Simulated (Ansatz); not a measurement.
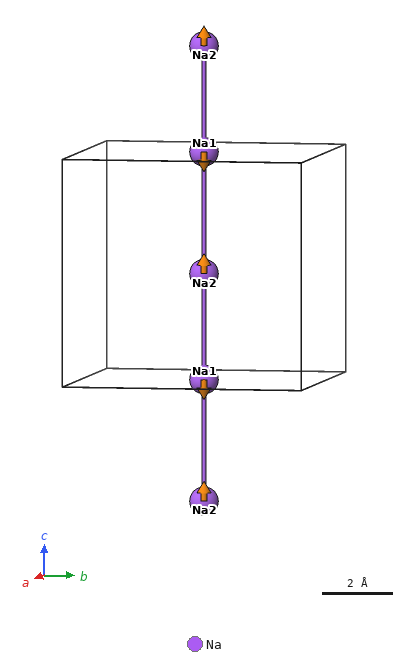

A relaxation of a wire of composition Na. The starting structure is drawn; orange arrows show the displacements (the part carried along by the change of the cell is left out), magnified 5 times.

A ball-and-stick model of the cell of the calculation, with the vacuum cut short, seen from a free direction.

Case: dimerised chain of atoms.

These are results of DFT r2SCAN, scalar-relativistic, plane waves, PAW (Ansatz 0.2.0), not measurements.

The input:
```yaml
crystal:
  lattice:
    - [9.0, 0.0, 0.0]
    - [0.0, 9.3, 0.0]
    - [0.0, 0.0, 6.580485783]
  atoms:
    - { symbol: Na, position: [0.5, 0.5, 0.0], spin: 0.5 }
    - { symbol: Na, position: [0.5, 0.5, 0.465], spin: 0.5 }
basis:
  ecutwfc: 500
kpoints:
  mp_grid: { grid: [1, 1, 10] }
hamiltonian:
  xc: r2scan
scf:
  occupations: { method: gaussian, width: 0.05 }
output:
  forces: true
  stress: true
  eigenvalues: true
  populations: true
  write_density: true
  write_potential: true
  elf: true
  volumetric_format: npy
magnetization:
  spin_polarized: true
relax:
  adjacent_minimum: "off"
  f_tol: 0.01
  max_steps: 45
  cell: { fix: [a, b, alpha, beta, gamma], stress_tol: 0.03 }
```

Command:
```bash
ansatz run input.yaml --threads 2 --pin off --max-ram 5120MiB --backend cpu --events-out ev --progress --plain --runs-dir out
```

Question: What happened in the run?

Answer: The largest moves relative to the layer's centre, 0.12 Å, are those of Na1 and Na2. Along the periodic axis the drawn cell goes c 6.580 → 6.881 Å (+4.6 %). Near-neighbour distances that change, for instance: Na1–Na2 3.060 → 3.440 Å, Na1–Na2 (another image) 3.521 → 3.441 Å. After 5 accepted moves (6 points after the start) the energy has fallen by 51.2 meV per cell of the calculation. The largest force component goes from 0.33 to 0.00085 eV/Å. The SCF was repeated once at an unchanged geometry on a basis and grid sized afresh for the cell, which shifted the energy by 0.5 meV per cell of the calculation at most. The program noted that the starting moments weren't kept. Cost: 4.2 min on 2 threads of Arm Neoverse V2, with other jobs on the host, peak memory 1.8 GiB.

Limits of the set-up: the k-point mesh is coarse for a cell with partly filled bands.
